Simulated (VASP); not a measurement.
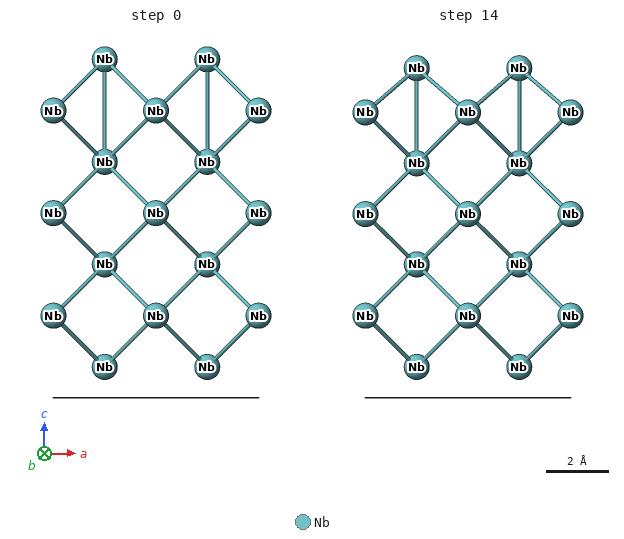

The structure of a slab of composition Nb before (left) and after (right) a relaxation, at one scale.

The picture is a ball-and-stick view of the 2 × 2 repeat of the cell, outlined in the plane, without the vacuum, seen along the b axis.

The run lets the atoms move in a fixed cell. 3 atoms are held fixed.

All numbers below come from Kohn-Sham DFT of a periodic cell, RPBE with D4, VASP PAW PBE potentials, recommended (VASP 6.6.1).

Input
```
PREC = Accurate
ENCUT = 520
EDIFF = 1E-6
ISMEAR = -1
SIGMA = 0.05
LREAL = False
LASPH = True
NELM = 100
ALGO = Normal
ISIF = 2
LWAVE = False
LCHARG = False
LDIPOL = True
IDIPOL = 3
DIPOL = 0.5 0.5 0.500
GGA = RP
IVDW = 13
IBRION = 2
NSW = 60
EDIFFG = -0.005
```

Launched with:
```bash
cat potpaw_PBE.64/Nb_sv/POTCAR > POTCAR
mpirun -np 1 vasp_std > vasp.out
```

Question: What changed between the two?

Answer: After 14 geometry steps the energy has fallen by 0.175 eV per cell of the calculation. The largest force component goes from 1.3 to 1.3 eV/Å. A Nb atom moves most: 0.29 Å along the normal (−c). The cell doesn't change. Among the contacts that change: Nb–Nb 3.328 → 3.090 Å, Nb–Nb 2.882 → 2.757 Å, Nb–Nb 3.328 → 3.280 Å, Nb–Nb 2.882 → 2.864 Å. Among the angles between lasting bonds that change: Nb–Nb–Nb 109.5° → 117.2°, Nb–Nb–Nb 70.5° → 74.2°. It ran on 1 thread of Intel(R) Xeon(R) 6975P-C (Granite Rapids) (shared host).
